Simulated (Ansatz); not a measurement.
## Si: single-point calculation

System: Si (1 atom in the cell).
Method: DFT PBE+D3(BJ), scalar-relativistic, plane waves, PAW, no spin polarisation (Ansatz 0.2.0).

The structure derives from a Materials Project entry. It belongs to a series of runs on one base structure; here: ratio of the length along z to the lengths across it x 0.96, volume and fractional coordinates fixed.

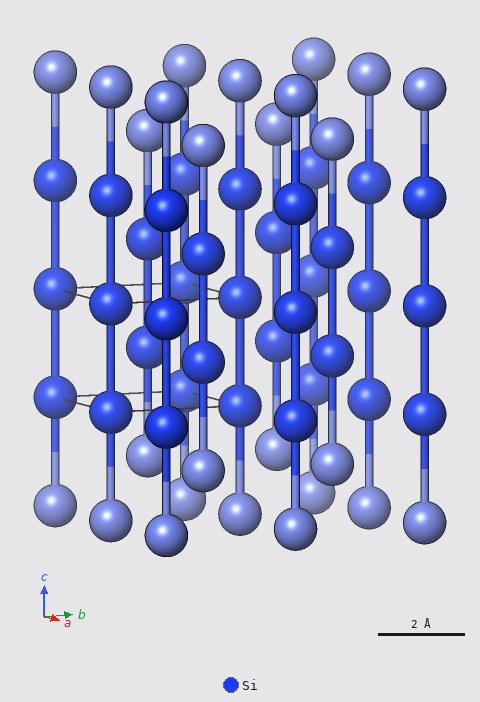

*The input geometry (ball-and-stick view of the cell 2 times as large as that of the calculation, set on its symmetry axes, repeated 2 × 2 × 2, seen slightly off an axis; neighbours outside the cell are drawn fainter).*

Results in brief:

- outcome: converged
- space group (tolerance 0.01 Å): I4/mmm (139)
- electrons treated: 4
- free energy: −635.7691 eV
- Fermi energy: 11.389 eV
- gap on the k-point mesh: none (metallic)
- pressure: 0.32 GPa
- largest force (length of the vector): under 0.001 eV/Å
- hardware: 1 thread of an x86-64 CPU, shared host
- wall time: 12 s
- peak memory: 0.63 GiB

The input:
```yaml
crystal:
  lattice:
    - [-1.6417502668, 1.6417502668, 1.274412179]
    - [1.6417502668, -1.6417502668, 1.274412179]
    - [1.6417502668, 1.6417502668, -1.274412179]
  atoms:
    - { symbol: Si, position: [0.0, 0.0, 0.0] }
basis:
  ecutwfc: 420
kpoints:
  mp_grid: { grid: [32, 32, 32] }
hamiltonian:
  xc: pbe
  dispersion: d3bj
scf:
  occupations: { method: gaussian, width: 0.15 }
output:
  forces: true
  stress: true
  eigenvalues: true
```

Log:
```
Engine: ansatz 0.2.0, x86_64-unknown-linux-gnu
Pseudopotentials: kind: paw
Pseudopotential: Si, paw, valence charge 4, recommended cutoff 420 eV (normal), Si.paw.azcp
Functional definition: PBE
  parameter kappa = 0.804
  parameter beta = 0.06672455060314922
  exchange = pbe_x(kappa = kappa, mu = beta*pi^2/3)
  correlation = pbe_c(beta = beta)
Crystal: 1 atoms, lattice volume = 13.740 Å³
Basis set: ecut = 420 eV, 265 PW (Γ), exchange–correlation on 36×36×36 points (8 copies of the dense FFT grid, shifted against one another)
Bands: 6, of which v1, the nominal top of the filled ones, is band 2 counted from 1 (1 counted from 0)
Symmetry: 16 space group operations
Space group: I4/mmm (ITA 139), of the structure as read, at distance tolerance 2.4e-5 Å
k-points: 2393 of 32768
Non-local potential: Si, projectors of the file, l = 0: 2, l = 1: 2, l = 2: 2
PAW form: soft (Blöchl's): semilocal exchange-correlation on the pseudo side does not see the compensation charge
PAW one-centre angular grid: Si, 110 points (default); XC on 64 Gauss nodes
Initial density: superposition of atomic densities (neutral atoms: chi_scale 0, normalization atom), corrected by the library's trained network
Initial wavefunctions: pseudopotential atomic-orbital guess
Functional: x = pbe(κ = 0.804, μ = 0.2195149727645171), c = pbe(β = 0.06672455060314922)
SCF iter   1: F=—  HF=-635.769003 eV  |F-HF|=—  |Δ(HF+E_count)|=         —  Δρ=1.70e-3  dr2=2.11e-4  ethr=1.77e-3  ⟨swp⟩=4.9  Hψ=134047  notcnv=0
preconditioner: auto → none  [metal: Δε(μ)=0.002 eV  Ē_g=14.243 eV  σ=0.150 eV  W_gap=0.01  n_scr=0 (ndim 8)  ℏωp=20.0 eV  f_vac=0.000  D(μ)=0.38/eV (n_scr^D=0)]
SCF iter   2: F=—  HF=-635.769090 eV  |F-HF|=—  |Δ(HF+E_count)|=   8.66e-5  Δρ=8.68e-4  dr2=5.35e-5  ethr=5.28e-6  ⟨swp⟩=1.9  Hψ=35872  notcnv=0
SCF iter   3: F=—  HF=-635.769131 eV  |F-HF|=—  |Δ(HF+E_count)|=   4.06e-5  Δρ=8.01e-5  dr2=7.49e-7  ethr=1.34e-6  ⟨swp⟩=2.0  Hψ=18638  notcnv=0
iter 4 did not close the SCF: its close was put off for the readings that it lacked (scf_convergence_deferred on its scf_iter line)
SCF iter   4: F=-635.769130 eV  HF=-635.769130 eV  |F-HF|=7.38e-9  |Δ(HF+E_count)|=   2.79e-7  Δρ=2.89e-5  dr2=7.28e-8  ethr=1.87e-8  ⟨swp⟩=1.0  Hψ=13874  notcnv=0
iter 5 did not close the SCF: its close was put off for the readings that it lacked (scf_convergence_deferred on its scf_iter line)
SCF iter   5: F=-635.769130 eV  HF=-635.769130 eV  |F-HF|=4.68e-10  |Δ(HF+E_count)|=   1.61e-9  Δρ=3.22e-6  dr2=1.18e-9  ethr=1.82e-9  ⟨swp⟩=2.0  Hψ=18647  notcnv=0
SCF iter   6: F=-635.769130 eV  HF=-635.769130 eV  |F-HF|=1.53e-11  |Δ(HF+E_count)|=  4.16e-10  Δρ=6.19e-7  dr2=4.21e-11  ethr=2.95e-11  ⟨swp⟩=1.6  Hψ=40704  notcnv=0
SCF 1 converged in 6 iterations: F = -635.769130 eV  dr2 = 4.21e-11
  greatest PAW one-centre occupation: 0.664 electrons in one spin orbital (limit 2), on the Si atom at site 0 (counted from 0), in its partial waves of l = 0
SCF converged after 6 iterations
Free energy (F): -635.769130 eV
Harris-Foulkes:  -635.769130 eV  (|F-HF|=1.53e-11)
Internal energy: -635.764861 eV  (E = F + TS)
E sigma→0 (E₀):  -635.766996 eV
Entropy (-TS):   -0.004269 eV (-4.269 meV/atom)
Fermi energy:    11.388988 eV
--- Per-component energies (eV) ---
  E_band       = 21.973108
  E_kinetic    = 42.379502
  E_local      = 3.670320  (includes V_loc(G=0)·N_el)
  E_nonlocal   = 25.396070
  E_hartree    = 0.532818
  E_xc         = -56.519085
  E_vxc        = -48.514329  (∫ρ·V_xc dr)
  E_paw        = -512.283629  (= ΣΔE_a)
  E_vpaw       = -2.024100  (= ΣTr[D̂ρ^β])
  E_aug_tail   = 0.000007  (compensation charges beyond the density's cutoff)
  E_ewald      = -138.487959
  E_disp       = -0.452905  (pairwise vdW)
  E_smearing   = -0.004269  (= −TS)
  E_closure    = 0.000000  (closes the sum)
  Σ components = -635.769130   (vs F -635.769130, Δ=0.00e0)
--- Forces (eV/Å), atoms counted from 1 ---
  atom   1  Si     0.00000000     0.00000000     0.00000000
  max |Σ_I F_I| component: 1.97e-31 eV/Å
--- Stress (GPa, compression-positive) ---
       -0.632538      -0.000000       0.000000
       -0.000000      -0.632538      -0.000000
        0.000000      -0.000000       2.223906
  P = ⅓ Tr σ = 0.3196 GPa (3.196 kbar)
--- Band table (eV; the first three rows and the last of 2393) ---
  k-point 0: bands = ["-3.5257", "20.4121", "21.1337", "21.1337", "23.7440", "26.3363"]
  k-point 1: bands = ["-3.4995", "19.6246", "21.1523", "21.6767", "23.9456", "26.0599"]
  k-point 2: bands = ["-3.4210", "18.4525", "21.2078", "22.1560", "24.4959", "25.5591"]
  k-point 2392: bands = ["8.6106", "8.6106", "9.3067", "12.3061", "16.9061", "19.1663"]
```
